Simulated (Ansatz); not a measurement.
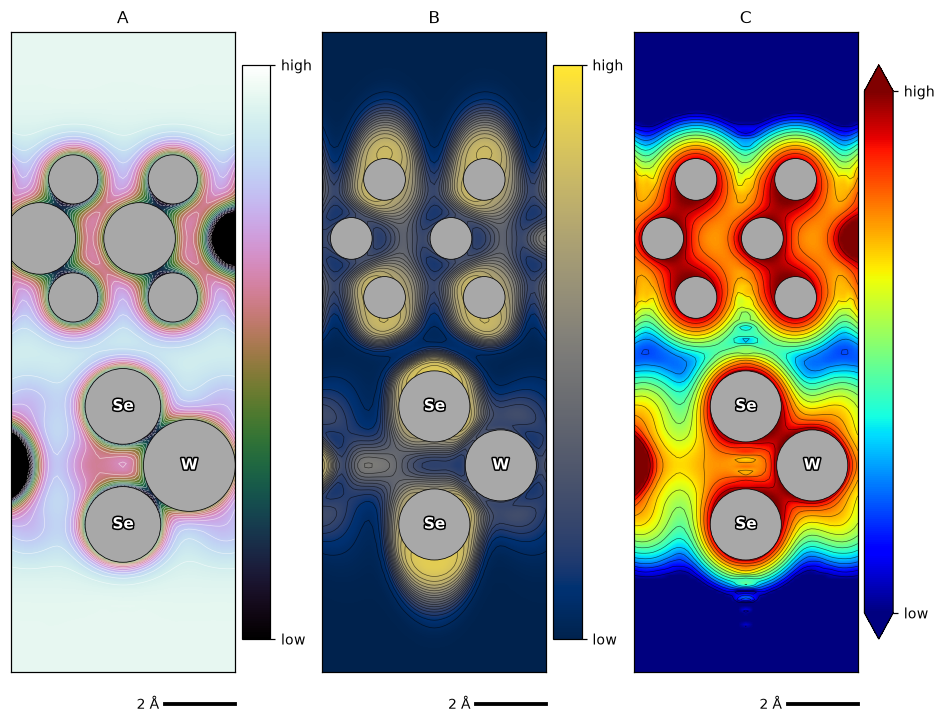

WSe2 (slab): 3 fields on the (110) plane of the calculation cell, a cut from vacuum to vacuum, with unlabelled colour scales. Grey discs cover the atomic cores.

PAW files of the earlier set (soft_1).

The calculation used DFT PBE+D3(BJ), scalar-relativistic, plane waves, PAW (Ansatz).

Question: Match the panels to the quantities (electron localisation function, electrostatic potential energy of an electron and valence pseudo-density).

Answer: Panel A: electrostatic potential energy of an electron (low next to the atoms, rising into the space between them). Panel B: electron localisation function. Panel C: valence pseudo-density. From the grid: W–Se (2.54 Å): ρ at the midpoint is about 0.55 e/Å³; the ELF is about 0.55 at the midpoint.
